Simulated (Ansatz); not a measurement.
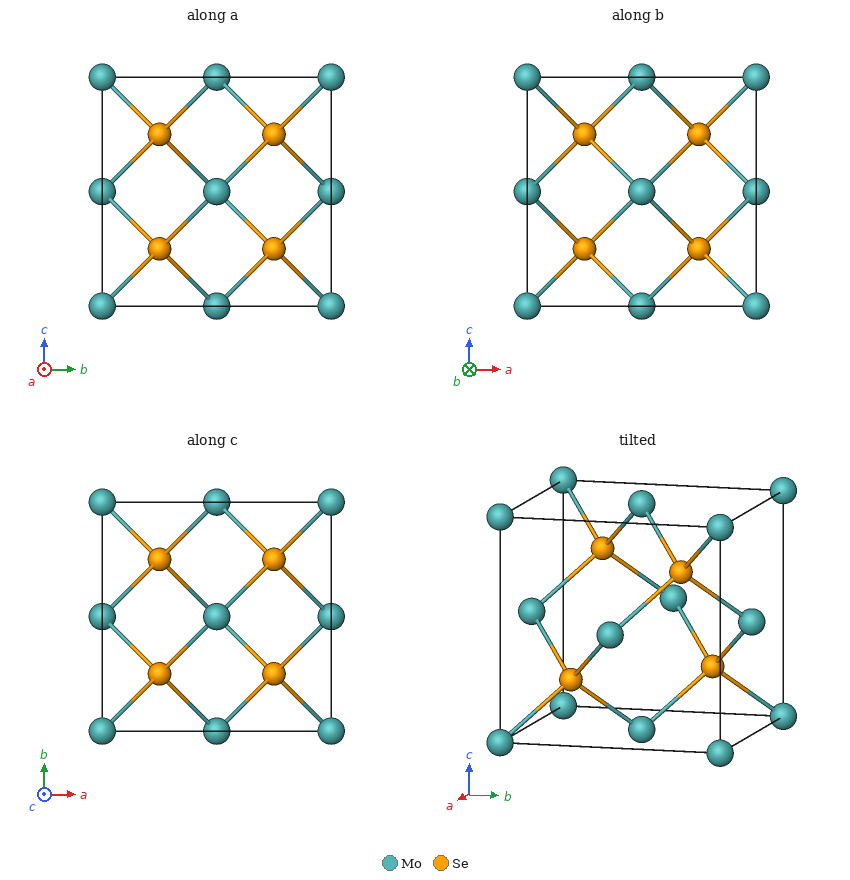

We look at a ball-and-stick model of the crystal along the a axis, along the b axis, along the c axis and slightly off an axis. The outline marks the conventional unit cell.

Lattice parameters: a = 5.792 Å, b = 5.792 Å, c = 5.792 Å, α = 90.00°, β = 90.00°, γ = 90.00°.

Give the atomic positions as a table of Wyckoff sites.

Space group F-43m (No. 216).
```tsv
atom	site	x	y	z
Mo	4a	0.0000	0.0000	0.0000
Se	4d	0.2500	0.2500	0.7500
```

It derives from a structure type filled with these elements by a generator (whether the compound takes this form wasn't checked). The cell was then strained or its atoms displaced on purpose. It was the input of a calculation with Ansatz.

At this level of theory the run's own cell isn't at rest (stretched, at -6 GPa), so its distances can differ from those at equilibrium, the more so the softer the solid.
